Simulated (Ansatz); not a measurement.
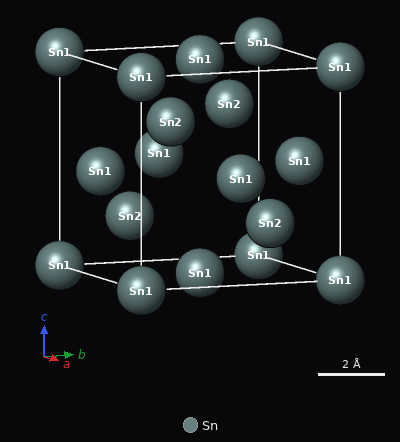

The input geometry of run A (spheres-only view of the cell 4 times as large as that of the calculation, set on its symmetry axes, seen slightly off an axis; atoms are numbered from 1 in the order of the input). An atom can appear more than once, as a periodic image.

## From Sn to Si

System: Sn (Fd-3m, 2 atoms in the cell).
Method of run A: DFT r2SCAN, scalar-relativistic, plane waves, PAW, no spin polarisation (Ansatz 0.2.0).
System of run B: Si (Fd-3m, 2 atoms in the cell).

On run A: The structure derives from a Materials Project entry. On run B: The structure was made by swapping elements on the sites of another compound; it need not be a known phase. It belongs to a series of runs on one base structure; here: Sn -> Si on all its sites, cell and atoms relaxed. Text and figures count atoms from 1; the logs count them from 0 in places.

Input file, run A:
```yaml
crystal:
  lattice:
    - [0.0, 3.284986997, 3.284986997]
    - [3.284986997, 0.0, 3.284986997]
    - [3.284986997, 3.284986997, 0.0]
  atoms:
    - { symbol: Sn, position: [0.0, 0.0, 0.0] }
    - { symbol: Sn, position: [0.25, 0.25, 0.25] }
basis:
  ecutwfc: 500
kpoints:
  mp_grid: { grid: [6, 6, 6] }
hamiltonian:
  xc: r2scan
scf:
  occupations: { method: gaussian, width: 0.1 }
output:
  forces: true
  stress: true
  eigenvalues: true
```

Launched with:
```bash
ansatz run input.yaml --threads 1 --pin off --max-ram 2560MiB --backend cpu --events-out ev --progress --plain --runs-dir out
```

Hardware: 1 thread of Intel Xeon @ 2.50GHz (Skylake/Cascade Lake), 192 GiB of memory available, shared host.

Output, shortened to warnings, some set-up lines, iterations and results (run A):
```
Basis set: ecut = 500 eV, 1807 PW (Γ), exchange–correlation on 144×144×144 points (64 copies of the dense FFT grid, shifted against one another)
Symmetry: 48 space group operations
k-points: 16 of 216
Initial density: superposition of atomic densities (neutral atoms: chi_scale 0, normalization atom), corrected by the library's trained network
[...]
SCF iter   1: F=—  HF=-12077.240794 eV  |F-HF|=—  |Δ(HF+E_count)|=         —  Δρ=4.99e-3  dr2=7.18e-3  dr2_τ=4.55e-3  ethr=1.77e-3  ⟨swp⟩=5.9  Hψ=1525  notcnv=0
SCF iter   2: F=—  HF=-12077.248562 eV  |F-HF|=—  |Δ(HF+E_count)|=   7.77e-3  Δρ=1.88e-3  dr2=1.12e-3  dr2_τ=2.30e-5  ethr=2.56e-5  ⟨swp⟩=2.0  Hψ=688  notcnv=0
SCF iter   3: F=—  HF=-12077.248821 eV  |F-HF|=—  |Δ(HF+E_count)|=   2.60e-4  Δρ=6.87e-4  dr2=1.55e-4  dr2_τ=5.35e-6  ethr=4.00e-6  ⟨swp⟩=2.4  Hψ=517  notcnv=0
SCF iter   4: F=—  HF=-12077.248791 eV  |F-HF|=—  |Δ(HF+E_count)|=   3.04e-5  Δρ=7.34e-5  dr2=2.49e-6  dr2_τ=8.40e-8  ethr=5.54e-7  ⟨swp⟩=2.6  Hψ=520  notcnv=0
SCF iter   5: F=—  HF=-12077.248786 eV  |F-HF|=—  |Δ(HF+E_count)|=   5.25e-6  Δρ=7.31e-6  dr2=1.61e-8  dr2_τ=5.52e-10  ethr=8.89e-9  ⟨swp⟩=2.0  Hψ=514  notcnv=0
SCF iter   6: F=-12077.248786 eV  HF=-12077.248786 eV  |F-HF|=6.91e-11  |Δ(HF+E_count)|=   2.36e-8  Δρ=7.14e-7  dr2=3.05e-10  dr2_τ=2.28e-11  ethr=5.77e-11  ⟨swp⟩=3.4  …
SCF 1 converged in 6 iterations: F = -12077.248786 eV  dr2 = 3.05e-10
SCF converged after 6 iterations
Free energy (F): -12077.248786 eV
Harris-Foulkes:  -12077.248786 eV  (|F-HF|=6.91e-11)
Internal energy: -12077.247338 eV  (E = F + TS)
E sigma→0 (E₀):  -12077.248062 eV
Entropy (-TS):   -0.001448 eV (-0.724 meV/atom)
Fermi energy:    7.296909 eV
--- Per-component energies (eV) ---
  E_band       = -278.026266
  E_kinetic    = 373.295594
  E_local      = -2347.432611  (includes V_loc(G=0)·N_el)
  E_nonlocal   = -64.884943
  E_hartree    = 1344.336801
  E_xc         = -747.717980
  E_vxc        = -207.153009  (∫ρ·V_xc dr)
  E_paw        = -8322.253246  (= ΣΔE_a)
  E_vpaw       = -733.808764  (= ΣTr[D̂ρ^β])
  E_aug_tail   = -0.000001  (compensation charges beyond the density's cutoff)
  E_vtau       = 13.284675  (kinetic-family band-sum trace: ∫τ·v_τ [+ j·A + Jᵃ·Aᵃ] dr)
  E_ewald      = -2314.061594
  E_core_change = 1.470640  (= ΣΔE_core)
  E_smearing   = -0.001448  (= −TS)
  E_closure    = 0.000000  (closes the sum)
  Σ components = -12077.248786   (vs F -12077.248786, Δ=0.00e0)
--- Forces (eV/Å), atoms counted from 1 ---
  atom   1  Sn    -0.00000000     0.00000000     0.00000000
  atom   2  Sn     0.00000000    -0.00000000    -0.00000000
  max |Σ_I F_I| component: 1.85e-17 eV/Å
--- Stress (GPa, compression-positive) ---
       -0.005227      -0.000000       0.000000
       -0.000000      -0.005227       0.000000
        0.000000       0.000000      -0.005227
  P = ⅓ Tr σ = -0.0052 GPa (-0.052 kbar)
```

For run B the input was changed thus:
```diff
-    - [0.0, 3.284986997, 3.284986997]
-    - [3.284986997, 0.0, 3.284986997]
-    - [3.284986997, 3.284986997, 0.0]
+    - [0.0, 2.8257244376, 2.8257244376]
+    - [2.8257244376, 0.0, 2.8257244376]
+    - [2.8257244376, 2.8257244376, 0.0]
-    - { symbol: Sn, position: [0.0, 0.0, 0.0] }
-    - { symbol: Sn, position: [0.25, 0.25, 0.25] }
+    - { symbol: Si, position: [0.0, 0.0, 0.0] }
+    - { symbol: Si, position: [0.25, 0.25, 0.25] }
```

How does run B compare with run A?

The total energies belong to different systems, so their difference says nothing on which is more stable or more accurate. A gap of 1.05 eV opens on the mesh, where run A has none. The pressure goes from −0.01 to −8.53 GPa. The volume per atom goes from 35.45 to 22.56 Å³. The number of SCF iterations is the same. The plane waves at Γ go from 1807 to 1139. On the same kind of shared host run B took about 0.56 times as long.

Output, shortened to warnings, some set-up lines, iterations and results (run B):
```
Basis set: ecut = 500 eV, 1139 PW (Γ), exchange–correlation on 120×120×120 points (64 copies of the dense FFT grid, shifted against one another)
Symmetry: 48 space group operations
k-points: 16 of 216
Initial density: superposition of atomic densities (neutral atoms: chi_scale 0, normalization atom), corrected by the library's trained network
[...]
SCF iter   1: F=—  HF=-1277.963558 eV  |F-HF|=—  |Δ(HF+E_count)|=         —  Δρ=3.23e-3  dr2=5.77e-3  dr2_τ=8.22e-3  ethr=1.77e-3  ⟨swp⟩=5.8  Hψ=1134  notcnv=0
SCF iter   2: F=—  HF=-1277.972144 eV  |F-HF|=—  |Δ(HF+E_count)|=   8.59e-3  Δρ=1.65e-3  dr2=1.14e-3  dr2_τ=4.43e-6  ethr=7.21e-5  ⟨swp⟩=2.8  Hψ=374  notcnv=0
SCF iter   3: F=—  HF=-1277.971984 eV  |F-HF|=—  |Δ(HF+E_count)|=   1.61e-4  Δρ=1.37e-4  dr2=5.54e-6  dr2_τ=3.27e-7  ethr=1.43e-5  ⟨swp⟩=2.0  Hψ=192  notcnv=0
SCF iter   4: F=—  HF=-1277.971991 eV  |F-HF|=—  |Δ(HF+E_count)|=   7.25e-6  Δρ=3.18e-5  dr2=2.33e-7  dr2_τ=4.20e-9  ethr=6.93e-8  ⟨swp⟩=2.4  Hψ=193  notcnv=0
SCF iter   5: F=-1277.971991 eV  HF=-1277.971991 eV  |F-HF|=1.37e-9  |Δ(HF+E_count)|=   2.07e-7  Δρ=2.81e-6  dr2=2.41e-9  dr2_τ=4.62e-11  ethr=2.91e-9  ⟨swp⟩=2.3  Hψ=191  …
SCF iter   6: F=-1277.971991 eV  HF=-1277.971991 eV  |F-HF|=2.84e-11  |Δ(HF+E_count)|=   1.68e-9  Δρ=1.98e-7  dr2=2.00e-11  dr2_τ=4.46e-13  ethr=3.02e-11  ⟨swp⟩=1.3  Hψ=433  …
SCF 1 converged in 6 iterations: F = -1277.971991 eV  dr2 = 2.00e-11
SCF converged after 6 iterations
Free energy (F): -1277.971991 eV
Harris-Foulkes:  -1277.971991 eV  (|F-HF|=2.84e-11)
Internal energy: -1277.971991 eV  (E = F + TS)
E sigma→0 (E₀):  -1277.971991 eV
Fermi energy:    5.485246 eV
--- Per-component energies (eV) ---
  E_band       = 0.056523
  E_kinetic    = 77.312945
  E_local      = -60.528568  (includes V_loc(G=0)·N_el)
  E_nonlocal   = 48.634964
  E_hartree    = 16.345501
  E_xc         = -101.354976
  E_vxc        = -97.243708  (∫ρ·V_xc dr)
  E_paw        = -1038.623772  (= ΣΔE_a)
  E_vpaw       = -4.638727  (= ΣTr[D̂ρ^β])
  E_aug_tail   = 0.000009  (compensation charges beyond the density's cutoff)
  E_vtau       = 3.828576  (kinetic-family band-sum trace: ∫τ·v_τ [+ j·A + Jᵃ·Aᵃ] dr)
  E_ewald      = -219.605227
  E_core_change = -0.152866  (= ΣΔE_core)
  E_smearing   = -0.000000  (= −TS)
  E_closure    = 0.000000  (closes the sum)
  Σ components = -1277.971991   (vs F -1277.971991, Δ=0.00e0)
--- Forces (eV/Å), atoms counted from 1 ---
  atom   1  Si     0.00000000     0.00000000    -0.00000000
  atom   2  Si     0.00000000    -0.00000000     0.00000000
  max |Σ_I F_I| component: 1.02e-16 eV/Å
--- Stress (GPa, compression-positive) ---
       -8.528904      -0.000000       0.000000
        0.000000      -8.528904       0.000000
       -0.000000      -0.000000      -8.528904
  P = ⅓ Tr σ = -8.5289 GPa (-85.289 kbar)
```

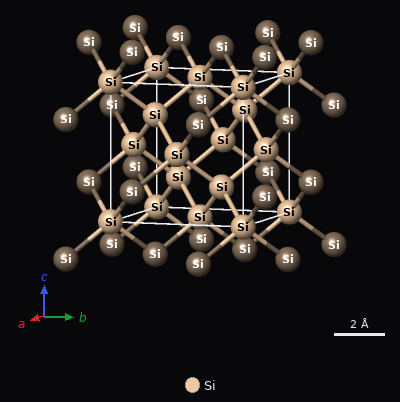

The input structure of run B (ball-and-stick view of the cell 4 times as large as that of the calculation, set on its symmetry axes, seen slightly off an axis; neighbours outside the cell are drawn fainter). An atom can appear more than once, as a periodic image.

The two runs side by side:

| quantity | run A | run B |
| --- | --- | --- |
| outcome | converged | converged |
| free energy per atom (eV) | −6038.6244 | −638.9860 |
| energy per atom, smearing taken to zero (eV) | −6038.6240 | −638.9860 |
| gap on the mesh (eV) | 0.00 | 1.05 |
| pressure (GPa) | −0.01 | −8.53 |
| volume per atom (Å³) | 35.45 | 22.56 |
| largest force (eV/Å) | 0.000 | 0.000 |
| SCF iterations | 6 | 6 |
| irreducible k-points | 16 | 16 |
| plane waves at Γ | 1807 | 1139 |
| wall time (shared host) | 4.3 s | 2.4 s |

For run B: The cell is under a tension of 8.5 GPa at this level, so it is not at its equilibrium volume.
